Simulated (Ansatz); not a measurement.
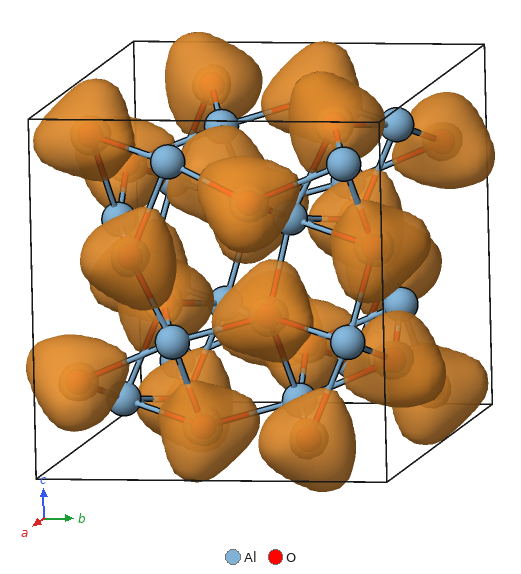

Al16O23 (cell with a defect). Isosurface of the ELF at 0.7 (orange), seen slightly off an axis. Only the valence region is drawn (cores and ρ < 0.01 e/Å³ removed). Sticks mark near contacts.

Computed pressure about 6 GPa in this cell.

Level of theory: DFT, PBE, plane-wave PAW, default files, scalar-relativistic, frozen cores (Ansatz 0.2.0).

In a PAW calculation such maps are meaningful between the atoms, not at the nuclei.

Input file:

```
crystal:
  lattice:
    - [-4.7605, -2.7484759565, 4.3318666667]
    - [4.7605, -2.7484759565, 4.3318666667]
    - [0.0, 5.4969519129, 4.3318666667]
  atoms:
    - { symbol: Al, position: [0.35216, 0.35216, 0.35216] }
    - { symbol: Al, position: [0.85216, 0.85216, 0.35216] }
    - { symbol: Al, position: [0.85216, 0.35216, 0.85216] }
    - { symbol: Al, position: [0.35216, 0.85216, 0.85216] }
    - { symbol: Al, position: [0.14784, 0.14784, 0.14784] }
    - { symbol: Al, position: [0.64784, 0.64784, 0.14784] }
    - { symbol: Al, position: [0.64784, 0.14784, 0.64784] }
    - { symbol: Al, position: [0.14784, 0.64784, 0.64784] }
    - { symbol: Al, position: [0.64784, 0.64784, 0.64784] }
    - { symbol: Al, position: [0.14784, 0.14784, 0.64784] }
    - { symbol: Al, position: [0.14784, 0.64784, 0.14784] }
    - { symbol: Al, position: [0.64784, 0.14784, 0.14784] }
    - { symbol: Al, position: [0.85216, 0.85216, 0.85216] }
    - { symbol: Al, position: [0.35216, 0.35216, 0.85216] }
    - { symbol: Al, position: [0.35216, 0.85216, 0.35216] }
    - { symbol: Al, position: [0.85216, 0.35216, 0.35216] }
    - { symbol: O, position: [0.09666, 0.90334, 0.75] }
    - { symbol: O, position: [0.09666, 0.40334, 0.25] }
    - { symbol: O, position: [0.59666, 0.90334, 0.25] }
    - { symbol: O, position: [0.75, 0.59666, 0.40334] }
    - { symbol: O, position: [0.25, 0.09666, 0.40334] }
    - { symbol: O, position: [0.25, 0.59666, 0.90334] }
    - { symbol: O, position: [0.75, 0.09666, 0.90334] }
    - { symbol: O, position: [0.40334, 0.75, 0.59666] }
    - { symbol: O, position: [0.90334, 0.25, 0.59666] }
    - { symbol: O, position: [0.90334, 0.75, 0.09666] }
    - { symbol: O, position: [0.40334, 0.25, 0.09666] }
    - { symbol: O, position: [0.40334, 0.59666, 0.25] }
    - { symbol: O, position: [0.90334, 0.09666, 0.25] }
    - { symbol: O, position: [0.90334, 0.59666, 0.75] }
    - { symbol: O, position: [0.40334, 0.09666, 0.75] }
    - { symbol: O, position: [0.25, 0.40334, 0.59666] }
    - { symbol: O, position: [0.75, 0.90334, 0.59666] }
    - { symbol: O, position: [0.75, 0.40334, 0.09666] }
    - { symbol: O, position: [0.25, 0.90334, 0.09666] }
    - { symbol: O, position: [0.59666, 0.25, 0.40334] }
    - { symbol: O, position: [0.09666, 0.75, 0.40334] }
    - { symbol: O, position: [0.09666, 0.25, 0.90334] }
    - { symbol: O, position: [0.59666, 0.75, 0.90334] }
kpoints:
  mp_grid: { grid: [4, 4, 4] }
scf:
  occupations: { method: fermi_dirac, width: 0.01 }
hamiltonian:
  xc: pbe
  pseudopotentials: { kind: paw, frozen_core: stored }
output:
  forces: true
  stress: true
  populations: true
  efg: { quadrupole_moments_barn: { Al: 0.1466, O: -0.02558 } }
  write_density: true
  write_potential: true
  elf: true
  volumetric_format: npy
relax:
  f_tol: 0.02
  max_steps: 50
```

Command:

```sh
ansatz run input.yaml --threads 4 --pin off --max-ram 8192MiB --backend cpu --events-out ev --progress --plain --runs-dir out
```

The fields are those of the relaxed geometry.

**Describe the localisation domains.**

At this value the surface marks out 23 regions on O in which the atom's valence shell and bonds are merged and one pocket between the atoms, centred on no nucleus (multi-centre or interstitial), counted in one cell of 39 atoms. Regions shared between cells count once. Profiles from the grid: Al–O (1.84 Å): the ELF peaks at about 0.85 in the valence shell of O, 0.7 Å from its nucleus, and is about 0.85 at the midpoint. Al–O (1.88 Å): the ELF peaks at about 0.85 in the valence shell of O, 0.7 Å from its nucleus, and is about 0.80 at the midpoint.

**Metal or insulator at this level of theory?**

It is gapped, with a Kohn–Sham gap of 4.3 eV on the k-point mesh (the band edges may lie off the mesh, which would make the gap smaller).
